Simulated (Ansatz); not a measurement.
# Re: energy and pressure over a range of volumes, part 2 of 2

How stiff is Re, and at what volume does the pressure vanish? The cell is scaled evenly, atoms carried along, and solved with LAPW, PAW and all-electron datasets made for the crystal.

Ansatz 0.2.0; DFT PBE; a cell built from a prototype (hcp type), not taken from measurement. «Crystal datasets» are all-electron PAW datasets made for this crystal. Earlier steps stand in the parts before.

### Step 10. Volume × 1.05, PAW

The input, input.yaml:

```yaml
crystal:
  lattice:
    - [2.8202692608, 0.0, 0.0]
    - [-1.4101346304, 2.4424248254, 0.0]
    - [0.0, 0.0, 4.559431523]
  atoms:
    - { symbol: Re, position: [0.3333333333, 0.6666666667, 0.25] }
    - { symbol: Re, position: [0.6666666667, 0.3333333333, 0.75] }
kpoints:
  mp_grid: { grid: [14, 14, 8] }
scf:
  occupations: { method: fermi_dirac, width: 0.08 }
hamiltonian:
  xc: pbe
  pseudopotentials: { kind: paw }
output:
  forces: true
  stress: true
  eigenvalues: true
  efg: { contact_densities: true }
```

Command:

```console
ansatz run input.yaml --threads 1 --pin off --max-ram 2048MiB --backend cpu --events-out ev --progress --plain --runs-dir out
```

The log of the run, cut to the lines that bear on the results:

```text
Re: output.efg is read without spin–orbit coupling, which moves field gradients at and beside such atoms by some per cent and up to a factor of two; PAW files take it under magnetization.noncollinear and magnetization.spin_orbit
[...]
Pseudopotentials: kind: paw
Pseudopotential: Re, paw, valence charge 15, recommended cutoff 420 eV (normal)
Functional definition: PBE
[...]
Crystal: 2 atoms, lattice volume = 31.407 Å³
Basis set: ecut = 420 eV, 615 PW (Γ), exchange–correlation on 40×40×64 points (8 copies of the dense FFT grid, shifted against one another)
Bands: 19, of which v1, the nominal top of the filled ones, is band 15 counted from 1 (14 counted from 0)
Symmetry: 24 space group operations
Space group: P63/mmc (ITA 194), of the structure as read, at distance tolerance 3.2e-5 Å
k-points: 120 of 1568
[...]
  atom   2  Re    -0.00000000     0.00000000     0.00000000
[...]
--- Stress (GPa, compression-positive) ---
      -15.889916       0.000000       0.000000
       -0.000000     -15.889916      -0.000000
        0.000000      -0.000000     -16.058336
  P = ⅓ Tr σ = -15.9461 GPa (-159.461 kbar)
--- PAW observables at the nuclei: V_zz in 10²¹ V/m², potentials from the cell's mean, atoms counted from 1 ---
  atom   1  Re V_zz =    -5.888133   η = 0.0000   by run symmetry: allowed
            electrostatic potential = -15141.730485 V   contact ρ = 9543518.333905 e/Å³
  atom   2  Re V_zz =    -5.888133   η = 0.0000   by run symmetry: allowed
            electrostatic potential = -15141.730485 V   contact ρ = 9543518.333905 e/Å³
--- Band table (eV; the first three rows and the last of 120) ---
  k-point 0: bands = ["-57.6051", "-57.5139", "-19.9638", "-19.1194", "-19.1194", "-18.9779", "-18.9779", "-18.9632", "12.7910", "16.0482", "20.7903", "20.8105", "20.8105", "21.5631", "21.5631", "22.4227", "22.4227", "22.6941", "25.3139"]
[...]
```

Wall time 4.6 s (1 thread of Arm Neoverse V1, shared host); peak memory 0.37 GiB.

This run gives: pressure -15.95 GPa; no gap; Vzz Re1 -5.89 (η = 0.00) (10²¹ V/m²).

### Step 11. Volume × 1.05, crystal datasets

input.yaml: that of step 10 with these lines changed.

```diff
@@ -14,3 +14,3 @@
   xc: pbe
-  pseudopotentials: { kind: paw }
+  pseudopotentials: { kind: all_electron, datasets: crystal }
 output:
```

Command:

```console
ansatz run input.yaml --threads 1 --pin off --max-ram 2048MiB --backend cpu --events-out ev --progress --plain --runs-dir out
```

The log of the run, cut to the lines that bear on the results:

```text
[...]
band count auto-derived: 21 (N_el = 30.0; filled up to band 15; 19 by the electrons, moments and atoms)
Re: output.efg is read without spin–orbit coupling, which moves field gradients at and beside such atoms by some per cent and up to a factor of two; PAW files take it under magnetization.noncollinear and magnetization.spin_orbit
[...]
[... 1 set-up line as earlier in the session ...]
Pseudopotential: Re, paw, valence charge 29, recommended cutoff 260 eV (normal), Koelling and Harmon's equation, gaussian nucleus
[... 1 set-up line as earlier in the session ...]
[...]
Crystal: 2 atoms, lattice volume = 31.407 Å³
Basis set: ecut = 260 eV, 311 PW (Γ), exchange–correlation on 30×30×48 points (8 copies of the dense FFT grid, shifted against one another)
Bands: 21, of which v1, the nominal top of the filled ones, is band 15 counted from 1 (14 counted from 0)
[... 1 set-up line as earlier in the session ...]
[...]
--- Stress (GPa, compression-positive) ---
      -15.768768       0.000000       0.000000
        0.000000     -15.768768      -0.000000
        0.000000      -0.000000     -15.922801
  P = ⅓ Tr σ = -15.8201 GPa (-158.201 kbar)
  It holds what live shells' own plane waves past their cutoff add
--- PAW observables at the nuclei: V_zz in 10²¹ V/m², potentials from the cell's mean, atoms counted from 1 ---
  atom   1  Re V_zz =    -5.783866   η = 0.0000   by run symmetry: allowed
            electrostatic potential = -15141.702815 V   contact ρ = 9538624.613705 e/Å³
  atom   2  Re V_zz =    -5.783866   η = 0.0000   by run symmetry: allowed
            electrostatic potential = -15141.702815 V   contact ρ = 9538624.613705 e/Å³
--- Band table (eV; the first three rows and the last of 120) ---
  k-point 0: bands = ["-51.2182", "-51.1271", "-13.5745", "-12.7310", "-12.7310", "-12.5886", "-12.5886", "-12.5738", "19.1817", "22.4403", "27.1828", "27.2028", "27.2028", "27.9555", "27.9555", "28.8153", "28.8153", "29.0835", "31.7066"]
[...]
```

Run time: 34 s. Hardware: 1 thread of Arm Neoverse V1, shared host; peak memory 0.83 GiB.

This run gives: pressure -15.82 GPa; no gap; Vzz Re1 -5.78 (η = 0.00) (10²¹ V/m²).

### Step 12. The equation of state

The rows at scale 1 come from earlier runs of the unscaled cell with the same settings.

| method | volume (Å³/atom) | F above the lowest (meV/atom) | pressure (GPa) | Vzz Re1 (10²¹ V/m²) |
| --- | --- | --- | --- | --- |
| LAPW | 14.208 | 47.2 | 21.04 | – |
| LAPW | 14.582 | 11.4 | 9.87 | – |
| LAPW | 14.956 | 0.0 | 0.12 | – |
| LAPW | 15.329 | 9.9 | -8.40 | – |
| LAPW | 15.703 | 38.4 | -15.82 | – |
| PAW | 14.208 | 46.8 | 20.98 | -6.51 |
| PAW | 14.582 | 11.2 | 9.78 | -6.36 |
| PAW | 14.956 | 0.0 | 0.01 | -6.20 |
| PAW | 15.329 | 10.2 | -8.52 | -6.05 |
| PAW | 15.703 | 38.9 | -15.95 | -5.89 |
| crystal datasets | 14.208 | – | 21.04 | -6.38 |
| crystal datasets | 14.956 | – | 0.12 | -6.09 |
| crystal datasets | 15.703 | – | -15.82 | -5.78 |

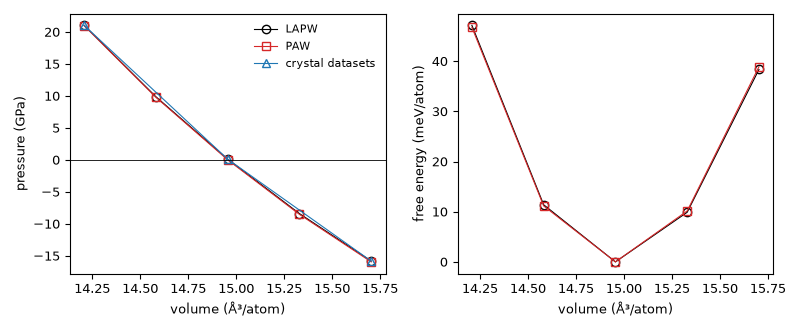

Pressure and free energy (from each method's lowest point) against volume.

### Step 13. Results

This closing draws on all 2 parts.

| quantity | value |
| --- | --- |
| equilibrium volume (LAPW) | 14.960 Å³/atom |
| bulk modulus (LAPW) | 363 GPa |
| its pressure derivative (LAPW) | 4.4 |
| equilibrium volume (PAW) | 14.956 Å³/atom |
| bulk modulus (PAW) | 365 GPa |
| its pressure derivative (PAW) | 4.5 |

**Reading.** A third-order Birch-Murnaghan fit to the LAPW pressures puts zero pressure at 14.96 Å³/atom, less than 0.1 % from the given cell, with a bulk modulus of 363 GPa. Shape and positions are held, so a fully relaxed modulus can be lower. PAW's volume lies -0.03 % and its modulus +0.3 % from LAPW's. No thermal or zero-point expansion is included. Spin-orbit coupling is left out, though the cell holds Re; in elements this heavy it can shift bands and gaps by tenths of an eV.
